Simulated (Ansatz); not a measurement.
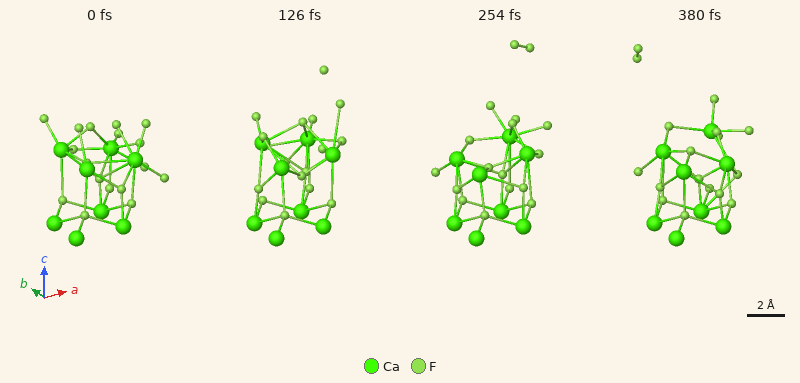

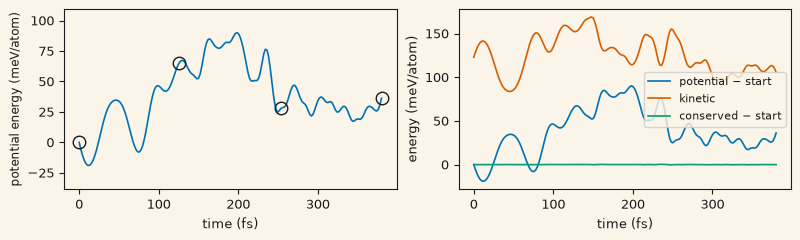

Molecular dynamics of F on CaF2(111) (25 atoms in the cell), 380 fs long. It starts from the last geometry of an earlier run, with fresh velocities. Frames and the history of the run. A ball-and-stick model of the simulation cell, with the vacuum cut short, seen slightly off an axis. Atoms that leave the cell re-enter on the other side. Bonds to atoms that aren't drawn are left out.

The calculation used Ansatz, DFT LDA, scalar-relativistic, plane waves, PAW. Set-up: plane-wave cutoff 420 eV; k-point mesh 1 × 1 × 1; Fermi-Dirac smearing 0.02 eV; spin collinear; 8 atoms held fixed; Nosé-Hoover thermostat (NVT); set temperature 1400 K; time step 2 fs; thermostat time 50.0 fs.

### What do the frames and curves show?

In the second half of the run the atoms are, in the root-mean-square, this far from where they began (common drift taken out): F 2.06 Å, Ca 0.62 Å. Against the typical shortest distance between atoms in the first frame, about 2.1 Å these are large excursions, but over 380 fs one can't yet tell strong vibration from the start of diffusion. 6 of the 17 free atoms end more than three quarters of that spacing from the start. The mean temperature in the second half is 1348 K (standard deviation 181 K). The temperature is still falling (1673 K in the second quarter, 1216 K in the last), so the run isn't equilibrated. The potential energy is still drifting at the end, so the run hasn't reached equilibrium. The potential energy in the second half lies on average 40.6 meV per atom above the first frame.

Limits of the set-up: the periodic images lie only 7.8 Å apart, so the values are limited by the cell's size.

Cost: 46 min on 2 threads of Arm Neoverse V1, on a shared host, peak memory 0.99 GiB.

PAW datasets: the set soft_1.
